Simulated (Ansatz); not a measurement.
## KNbO3: one change and its effect

System: KNbO3 (5 atoms in the cell).
Method of the first run: DFT, PBE, plane waves, PAW, no spin polarisation (Ansatz 0.2.0).

The structure was built on a prototype by a generator; it need not be a known phase. The geometry comes from this level: r2SCAN. Text and figures count atoms from 1; the logs count them from 0 in places.

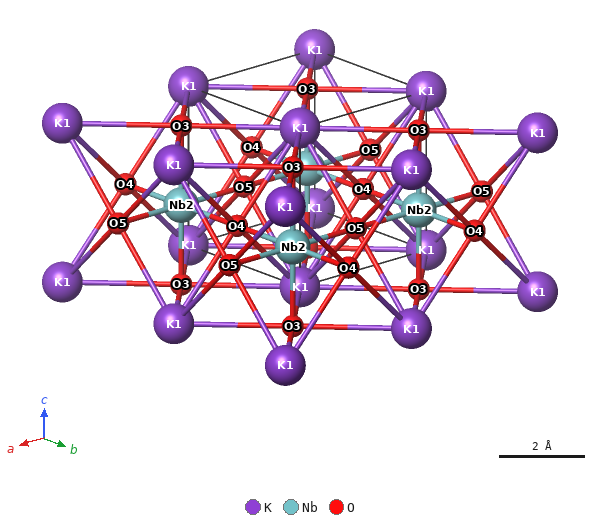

Fig. 1: The input geometry (ball-and-stick view of the cell of the calculation, repeated 2 × 2 × 1, seen at an oblique angle; atoms are numbered from 1 in the order of the input).

**The input, the first run**
```yaml
crystal:
  lattice:
    - [3.9964490509, 0.0, 0.0]
    - [0.0, 3.9964490509, 0.0]
    - [0.0, 0.0, 3.9964490509]
  atoms:
    - { symbol: K, position: [0.0, 0.0, 0.0] }
    - { symbol: Nb, position: [0.5, 0.5, 0.5] }
    - { symbol: O, position: [0.5, 0.5, 0.0] }
    - { symbol: O, position: [0.5, 0.0, 0.5] }
    - { symbol: O, position: [0.0, 0.5, 0.5] }
kpoints:
  mp_grid: { grid: [6, 6, 6] }
  band_path:
    path: [[0.0, 0.0, 0.0], [0.0, 0.5, 0.0], [0.5, 0.5, 0.0], [0.5, 0.5, 0.5]]
    npoints: 1
hamiltonian:
  xc: pbe
scf:
  occupations: { method: fixed }
  n_extra_bands: 5
output:
  forces: true
  stress: true
  eigenvalues: true
```

Launched with:
```bash
ansatz run input.yaml --threads 2 --pin off --max-ram 3686MiB --backend cpu --events-out ev --progress --plain --runs-dir out
```

Hardware: 2 threads of Arm Neoverse N1, 98 GiB of memory available, shared host.

**Output, shortened to warnings, some set-up lines, iterations and results (the first run)**
```
Basis set: ecut = 420 eV, 1237 PW (Γ), exchange–correlation on 54×54×54 points (8 copies of the dense FFT grid, shifted against one another)
Symmetry: 48 space group operations
k-points: 20 of 216
Initial density: superposition of atomic densities (neutral atoms: chi_scale 0, normalization atom), corrected by the library's trained network
[...]
SCF iter   1: F=—  HF=-7797.505768 eV  |F-HF|=—  |Δ(HF+E_count)|=         —  Δρ=1.23e-3  dr2=1.99e-4  ethr=1.77e-3  ⟨swp⟩=4.5  Hψ=2105  notcnv=0  defer=50
SCF iter   2: F=—  HF=-7797.506101 eV  |F-HF|=—  |Δ(HF+E_count)|=   3.33e-4  Δρ=6.63e-4  dr2=7.51e-5  ethr=4.97e-7  ⟨swp⟩=2.1  Hψ=1109  notcnv=0  defer=53
SCF iter   3: F=—  HF=-7797.507147 eV  |F-HF|=—  |Δ(HF+E_count)|=   1.05e-3  Δρ=3.59e-4  dr2=7.45e-5  ethr=1.88e-7  ⟨swp⟩=2.0  Hψ=774  notcnv=0  defer=49
SCF iter   4: F=—  HF=-7797.507135 eV  |F-HF|=—  |Δ(HF+E_count)|=   1.22e-5  Δρ=4.47e-5  dr2=1.03e-6  ethr=1.86e-7  ⟨swp⟩=2.1  Hψ=639  notcnv=0  defer=47
SCF iter   5: F=—  HF=-7797.507136 eV  |F-HF|=—  |Δ(HF+E_count)|=   6.43e-7  Δρ=1.73e-5  dr2=2.22e-7  ethr=2.57e-9  ⟨swp⟩=2.0  Hψ=858  notcnv=0  defer=47
SCF iter   6: F=-7797.507136 eV  HF=-7797.507136 eV  |F-HF|=4.54e-8  |Δ(HF+E_count)|=   8.99e-8  Δρ=9.26e-6  dr2=7.99e-8  ethr=2.50e-10  ⟨swp⟩=9.7  Hψ=2236  notcnv=0
SCF 1 converged in 6 iterations: F = -7797.507136 eV  dr2 = 7.99e-8
NSCF: frozen V_eff on 4 k-points
SCF converged after 6 iterations
Free energy (F): -7797.507136 eV
Harris-Foulkes:  -7797.507136 eV  (|F-HF|=4.54e-8)
Internal energy: -7797.507136 eV  (E = F + TS)
E sigma→0 (E₀):  -7797.507136 eV
Fermi energy:    8.459056 eV
--- Per-component energies (eV) ---
  E_band       = -219.417624
  E_kinetic    = 1176.283841
  E_local      = -2371.616687  (includes V_loc(G=0)·N_el)
  E_nonlocal   = 270.132819
  E_hartree    = 804.887854
  E_xc         = -534.163759
  E_vxc        = -662.977103  (∫ρ·V_xc dr)
  E_paw        = -4327.454077  (= ΣΔE_a)
  E_vpaw       = -241.026086  (= ΣTr[D̂ρ^β])
  E_aug_tail   = 0.007343  (compensation charges beyond the density's cutoff)
  E_ewald      = -2815.584469
  E_smearing   = -0.000000  (= −TS)
  E_closure    = 0.000000  (closes the sum)
  Σ components = -7797.507136   (vs F -7797.507136, Δ=0.00e0)
--- Forces (eV/Å), atoms counted from 1 ---
  atom   1  K      0.00000000    -0.00000000    -0.00000000
  atom   2  Nb     0.00000000    -0.00000000     0.00000000
  atom   3  O      0.00000000     0.00000000     0.00000000
  atom   4  O      0.00000000    -0.00000000    -0.00000000
  atom   5  O      0.00000000     0.00000000    -0.00000000
  max |Σ_I F_I| component: 7.27e-29 eV/Å
--- Stress (GPa, compression-positive) ---
        4.140608       0.000000       0.000000
        0.000000       4.140608       0.000000
        0.000000       0.000000       4.140608
  P = ⅓ Tr σ = 4.1406 GPa (41.406 kbar)
```

For the second run the input was changed thus:
```diff
-  xc: pbe
+  xc: r2scan
```

Predict how the results change.

The total energies belong to different methods, so their difference says nothing on which is more stable or more accurate. The gap on the mesh goes from 1.57 to 1.95 eV. The pressure goes from 4.14 to −0.03 GPa. The functional changes from PBE to r2SCAN. The SCF takes 7 iterations against 6. The default cutoff goes from 420 to 500 eV with the change. The plane waves at Γ go from 1237 to 1647. On the same kind of shared host the second run took about 2.3 times as long.

**Output, shortened to warnings, some set-up lines, iterations and results (the second run)**
```
Basis set: ecut = 500 eV, 1647 PW (Γ), exchange–correlation on 120×120×120 points (64 copies of the dense FFT grid, shifted against one another)
Symmetry: 48 space group operations
k-points: 20 of 216
Initial density: superposition of atomic densities (neutral atoms: chi_scale 0, normalization atom), corrected by the library's trained network
[...]
SCF iter   1: F=—  HF=-7817.888581 eV  |F-HF|=—  |Δ(HF+E_count)|=         —  Δρ=1.67e-2  dr2=2.50e-1  dr2_τ=2.73e-1  ethr=1.77e-3  ⟨swp⟩=4.8  Hψ=1962  notcnv=0  defer=48
SCF iter   2: F=—  HF=-7817.898985 eV  |F-HF|=—  |Δ(HF+E_count)|=   1.04e-2  Δρ=7.67e-3  dr2=1.36e-2  dr2_τ=1.49e-2  ethr=6.24e-4  ⟨swp⟩=2.1  Hψ=962  notcnv=0  defer=48
SCF iter   3: F=—  HF=-7817.897559 eV  |F-HF|=—  |Δ(HF+E_count)|=   1.43e-3  Δρ=3.03e-3  dr2=3.39e-3  dr2_τ=3.14e-4  ethr=3.39e-5  ⟨swp⟩=2.0  Hψ=826  notcnv=0  defer=53
SCF iter   4: F=—  HF=-7817.897149 eV  |F-HF|=—  |Δ(HF+E_count)|=   4.10e-4  Δρ=1.13e-3  dr2=4.10e-4  dr2_τ=4.31e-5  ethr=8.47e-6  ⟨swp⟩=2.0  Hψ=670  notcnv=0  defer=53
SCF iter   5: F=—  HF=-7817.897142 eV  |F-HF|=—  |Δ(HF+E_count)|=   7.44e-6  Δρ=2.00e-4  dr2=2.04e-5  dr2_τ=1.36e-6  ethr=1.03e-6  ⟨swp⟩=2.4  Hψ=794  notcnv=0  defer=53
SCF iter   6: F=—  HF=-7817.897136 eV  |F-HF|=—  |Δ(HF+E_count)|=   5.72e-6  Δρ=2.12e-5  dr2=2.92e-7  dr2_τ=3.64e-8  ethr=5.11e-8  ⟨swp⟩=2.4  Hψ=783  notcnv=0  defer=20
SCF iter   7: F=-7817.897136 eV  HF=-7817.897136 eV  |F-HF|=1.39e-9  |Δ(HF+E_count)|=   9.20e-8  Δρ=3.11e-6  dr2=9.35e-9  dr2_τ=5.24e-10  ethr=2.50e-10  ⟨swp⟩=9.9  Hψ=2525  …
SCF 1 converged in 7 iterations: F = -7817.897136 eV  dr2 = 9.35e-9
NSCF: frozen V_eff on 4 k-points
SCF converged after 7 iterations
Free energy (F): -7817.897136 eV
Harris-Foulkes:  -7817.897136 eV  (|F-HF|=1.39e-9)
Internal energy: -7817.897136 eV  (E = F + TS)
E sigma→0 (E₀):  -7817.897136 eV
Fermi energy:    8.099180 eV
--- Per-component energies (eV) ---
  E_band       = -254.360367
  E_kinetic    = 1177.481655
  E_local      = -2367.999443  (includes V_loc(G=0)·N_el)
  E_nonlocal   = 267.291131
  E_hartree    = 803.121332
  E_xc         = -526.075351
  E_vxc        = -742.546296  (∫ρ·V_xc dr)
  E_paw        = -4355.650466  (= ΣΔE_a)
  E_vpaw       = -240.887849  (= ΣTr[D̂ρ^β])
  E_aug_tail   = 0.002914  (compensation charges beyond the density's cutoff)
  E_vtau       = 46.052744  (kinetic-family band-sum trace: ∫τ·v_τ [+ j·A + Jᵃ·Aᵃ] dr)
  E_ewald      = -2815.584469
  E_core_change = -0.484439  (= ΣΔE_core)
  E_smearing   = -0.000000  (= −TS)
  E_closure    = -0.000000  (closes the sum)
  Σ components = -7817.897136   (vs F -7817.897136, Δ=0.00e0)
--- Forces (eV/Å), atoms counted from 1 ---
  atom   1  K      0.00000000    -0.00000000     0.00000000
  atom   2  Nb     0.00000000    -0.00000000     0.00000000
  atom   3  O      0.00000000     0.00000000    -0.00000000
  atom   4  O      0.00000000    -0.00000000     0.00000000
  atom   5  O      0.00000000    -0.00000000     0.00000000
  max |Σ_I F_I| component: 3.18e-29 eV/Å
--- Stress (GPa, compression-positive) ---
       -0.030597      -0.000000       0.000000
        0.000000      -0.030597       0.000000
        0.000000       0.000000      -0.030597
  P = ⅓ Tr σ = -0.0306 GPa (-0.306 kbar)
```

**The two runs side by side**

| quantity | the first run | the second run |
| --- | --- | --- |
| outcome | converged | converged |
| free energy per atom (eV) | −1559.5014 | −1563.5794 |
| gap on the mesh (eV) | 1.57 | 1.95 |
| pressure (GPa) | 4.14 | −0.03 |
| largest force (eV/Å) | 0.000 | 0.000 |
| SCF iterations | 6 | 7 |
| irreducible k-points | 20 | 20 |
| plane waves at Γ | 1237 | 1647 |
| wall time (shared host) | 2.5 s | 5.8 s |
